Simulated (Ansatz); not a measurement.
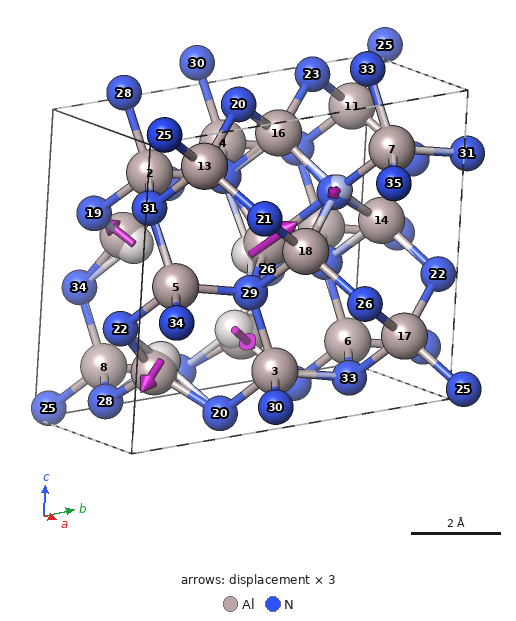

This is a relaxation of a defect cell of composition Al₁₈N₁₇ (cell charge +3). The starting structure is drawn faded, the final one solid; purple arrows show the displacements, magnified 3 times.

A ball-and-stick model of the cell of the calculation (origin shifted), seen slightly off an axis.

These are results of DFT PBEsol, scalar-relativistic, plane waves, PAW (Ansatz 0.2.0), not measurements. (plane-wave cutoff 420 eV; k-point mesh 2 × 2 × 2; occupations gaussian; smearing width 0.02 eV; mesh shifted by (0.5, 0.5, 0.5); collinear spin; atoms relaxed in a fixed cell; force threshold 0.03 eV/Å; at most 40 steps)

Q: Atoms of which element are displaced furthest, and by how much?

A: Aluminium: up to 0.53 Å, against 0.12 Å for nitrogen.

Q: What did the optimiser do to the structure, and how much energy did it gain?

A: The atom that moves furthest is an Al atom (0.53 Å along [1 1 1]). By element the largest moves are Al 0.53 Å, N 0.12 Å. The lattice vectors keep their values. Near-neighbour distances that change, for instance: Al–N 2.976 → 2.332 Å, Al–N 1.894 → 1.808 Å, Al–N 1.912 → 1.989 Å, Al–N 1.871 → 1.809 Å. New bonds form, among them: Al–N (2.98 → 2.33 Å). Bond angles that change, for instance: Al–N–Al 104.9° → 90.6°, Al–N–Al 109.9° → 99.3°, Al–N–Al 109.4° → 99.3°. Over 6 geometry steps the energy falls by 1.970 eV per cell of the calculation. Largest force component: 2 eV/Å at the start, 0.023 eV/Å at the end. The program noted that the starting moments weren't kept. The run took 62 s on 8 threads of Arm Neoverse V1, on a shared host, peak memory 1.6 GiB.

Limits of the set-up: the periodic images lie only 7.3 Å apart, so the values are limited by the cell's size; the cell is charged, on a uniform background, and energies carry no finite-size correction.
